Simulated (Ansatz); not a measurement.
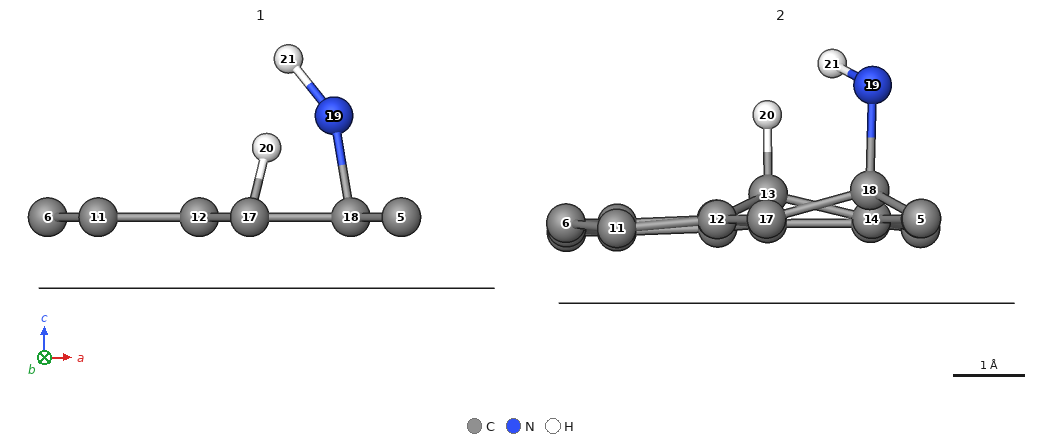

Two geometries of a slab of composition H2C18N, drawn at one scale. One is the start of a relaxation, the other its converged end. Style: ball-and-stick. Shown: the cell of the calculation, outlined in the plane, without the vacuum (origin shifted), along the b axis.

Method: DFT PBE, scalar-relativistic, plane waves, PAW (Ansatz). (plane-wave cutoff 420 eV; k-point mesh 2 × 2 × 1; occupations gaussian; smearing width 0.02 eV; collinear spin; atoms relaxed in a fixed cell; force threshold 0.03 eV/Å; at most 60 steps)

Which one is relaxed?

Structure 2 is the relaxed one. It is NH2 on graphene monolayer, set down by a guess. The run prepares an end point of a later path (dissociation) calculation, from a guessed geometry. Over 9 accepted moves (11 points after the start) the energy falls by 4.270 eV per cell of the calculation. The largest force component goes from 5.8 to 0.013 eV/Å. The line search rejected the trial steps at points 7, 10 of the run. The largest move relative to the layer's centre is that of an H atom, 0.64 Å at 43° to the normal (+c side). Largest moves by element: H 0.64 Å, N 0.62 Å, C 0.38 Å. The lattice vectors keep their values. Some distances before and after: C–N 1.903 → 2.405 Å, C–N 1.903 → 2.363 Å, H–N 1.131 → 1.035 Å, C–C 1.424 → 1.509 Å. Among the angles between lasting bonds that change: C–N–H 151.1° → 106.4°, C–C–H 77.4° → 104.2°, C–C–N 80.9° → 107.0°. The program noted that the starting moments weren't kept. The run may lie on a higher electronic state than the lowest, so the end point isn't shown to be the ground-state structure. Cost: 3 min on 2 threads of Intel(R) Xeon(R) Platinum 8488C (Sapphire Rapids), on a shared host, peak memory 1.2 GiB.

Limits of the set-up: the periodic images lie only 7.4 Å apart, so the values are limited by the cell's size.
